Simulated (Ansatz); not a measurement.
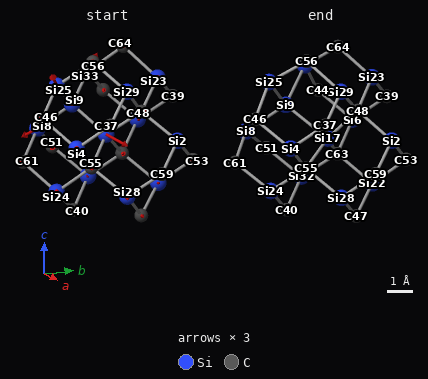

The structure of a defect cell of composition Si₃₃C₃₁ (cell charge +2) before (left) and after (right) a relaxation, at one scale. The red arrows give the displacements, magnified 3 times.

Style: ball-and-stick. Shown: the atoms within 4.2 Å of the atom that moves most (axes of the cell of the calculation (origin shifted)), slightly off an axis.

Computed with DFT, PBEsol, PAW, plane waves (Ansatz 0.2.0). Set-up: plane-wave cutoff 420 eV; k-point mesh 1 × 1 × 1; mesh shifted by (0.25, 0.25, 0.25); collinear spin; atoms relaxed in a fixed cell; force threshold 0.03 eV/Å; at most 80 steps.

### Describe what moved and what it gained.

The largest moves, 0.35 Å, are those of Si17 and Si33. Si17 goes along [2 2 −1]. By element the largest moves are Si 0.35 Å, C 0.09 Å. The cell stays as it was. Among the contacts that change: Si8–Si17 3.034 → 3.605 Å, Si17–Si33 3.041 → 3.579 Å, Si17–Si25 3.061 → 3.581 Å, Si8–Si25 3.093 → 3.602 Å. Among the angles between lasting bonds that change: Si9–Si17–C55 111.1° → 99.4°, Si2–C48–Si17 111.4° → 100.0°, Si9–Si17–C63 110.6° → 100.1°. After 4 geometry steps the energy has fallen by 7.224 eV per cell of the calculation. The largest force component goes from 8.3 to 0.024 eV/Å. The program noted that the starting moments weren't kept. The run may lie on a higher electronic state than the lowest, so the end point isn't shown to be the ground-state structure.

Limits of the set-up: the cell is charged, on a uniform background, and energies carry no finite-size correction.
